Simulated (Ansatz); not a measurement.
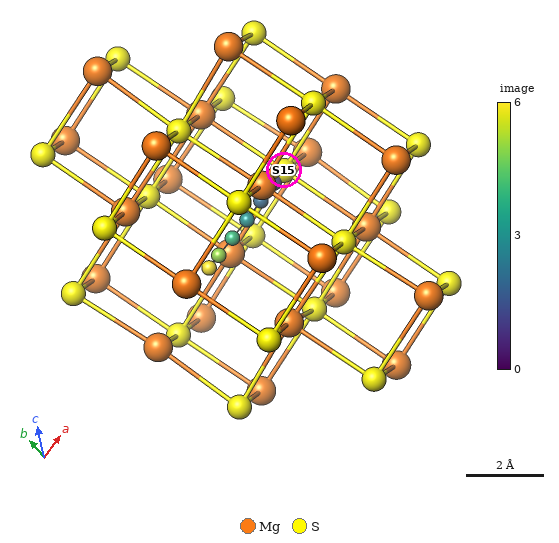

A nudged-elastic-band calculation for a defect cell of composition Mg8S7 with an S vacancy (15 atoms in the cell). Images are numbered from 0 (start) to 6 (end). The start is drawn whole; smaller spheres mark the moving atoms (S) in the later images, joined by lines and coloured by the number of the image. The picture is a ball-and-stick view of the atoms within 6.1 Å of the middle of the path, seen from a free direction. The moving atom is ringed, with any periodic copies. Bonds to atoms that aren't drawn are left out.

Theory: Ansatz, DFT, PAW plane waves, PBE.

Input
```yaml
crystal:
  lattice:
    - [0.0, 5.247772, 5.247772]
    - [5.247772, 0.0, 5.247772]
    - [5.247772, 5.247772, 0.0]
  atoms:
    - { symbol: Mg, position: [0.00102514, 0.00367787, 0.00206803] }
    - { symbol: S, position: [0.25304418, 0.25341254, 0.24063197] }
    - { symbol: Mg, position: [-0.00426048, 0.002384, 0.50152583] }
    - { symbol: S, position: [0.25013773, 0.25543771, 0.74485033] }
    - { symbol: Mg, position: [0.00234029, 0.49845908, 0.00100299] }
    - { symbol: S, position: [0.25282112, 0.75147447, 0.24392817] }
    - { symbol: Mg, position: [0.00883608, 0.50039397, 0.4940648] }
    - { symbol: Mg, position: [0.49432762, 0.00264604, 0.00126556] }
    - { symbol: S, position: [0.75360079, 0.25177267, 0.24853462] }
    - { symbol: Mg, position: [0.49921721, -0.00475631, 0.50056721] }
    - { symbol: S, position: [0.75084065, 0.24924714, 0.74913363] }
    - { symbol: Mg, position: [0.49912614, 0.49537115, 0.00266207] }
    - { symbol: S, position: [0.74896521, 0.74888124, 0.24994208] }
    - { symbol: Mg, position: [0.49827179, 0.49817838, 0.50393421] }
    - { symbol: S, position: [0.74488438, 0.75069015, 0.75714947] }
kpoints:
  mp_grid: { grid: [2, 2, 2] }
magnetization:
  spin_polarized: false
scf:
  occupations: { method: fermi_dirac, width: 0.1 }
hamiltonian:
  pseudopotentials: { kind: paw }
  xc: pbe
basis:
  ecutwfc: 420
neb:
  images: 5
  relax_end_points: true
  climbing: true
  f_tol: 0.1
  max_iterations: 40
  order_check: false
  final_atoms:
    - { symbol: Mg, position: [0.00102514, 0.00367787, 0.00206803] }
    - { symbol: S, position: [0.25304418, 0.25341254, 0.24063197] }
    - { symbol: Mg, position: [-0.00426048, 0.002384, 0.50152583] }
    - { symbol: S, position: [0.25013773, 0.25543771, 0.74485033] }
    - { symbol: Mg, position: [0.00234029, 0.49845908, 0.00100299] }
    - { symbol: S, position: [0.25282112, 0.75147447, 0.24392817] }
    - { symbol: Mg, position: [0.00883608, 0.50039397, 0.4940648] }
    - { symbol: Mg, position: [0.49432762, 0.00264604, 0.00126556] }
    - { symbol: S, position: [0.75360079, 0.25177267, 0.24853462] }
    - { symbol: Mg, position: [0.49921721, -0.00475631, 0.50056721] }
    - { symbol: S, position: [0.75084065, 0.24924714, 0.74913363] }
    - { symbol: Mg, position: [0.49912614, 0.49537115, 0.00266207] }
    - { symbol: S, position: [0.74896521, 0.74888124, 0.24994208] }
    - { symbol: Mg, position: [0.49827179, 0.49817838, 0.50393421] }
    - { symbol: S, position: [0.25212359, 0.74632235, 0.74821492] }
```

Launched with:
```bash
ansatz run input.yaml --threads 4 --pin off --max-ram 8192MiB --backend cpu --events-out ev --progress --plain --runs-dir out
```

Question: What moves, how far, and at what cost in energy?

Answer: It is a vacancy jump: a nearby atom moves into the empty site and leaves its own site empty. An S atom travels furthest, 3.71 Å from end to end, along −a, on a straight line. At the highest image its nearest neighbour (Mg) is 2.27 Å away, against 2.61 Å at the start, and the surrounding atoms stand up to 0.47 Å off the mean of their end positions. The two ends have nearly the same energy, and the highest point, image 3, lies 2.09 eV above the start. The band converged in 6 iterations. The largest component of the band force went from 9.2 to 0.04 eV/Å. The climbing image converged on the top of the path. Its curvatures weren't checked. The force threshold of 0.1 eV/Å is loose, so the barrier is approximate.

Limits of the set-up: the k-point mesh is coarse for a cell with partly filled bands; the periodic images lie only 7.4 Å apart, so the values are limited by the cell's size.

The run took 84 s on 4 threads of Intel(R) Xeon(R) Platinum 8259CL CPU @ 2.50GHz (Skylake/Cascade Lake) (shared host), peak memory 1.3 GiB.
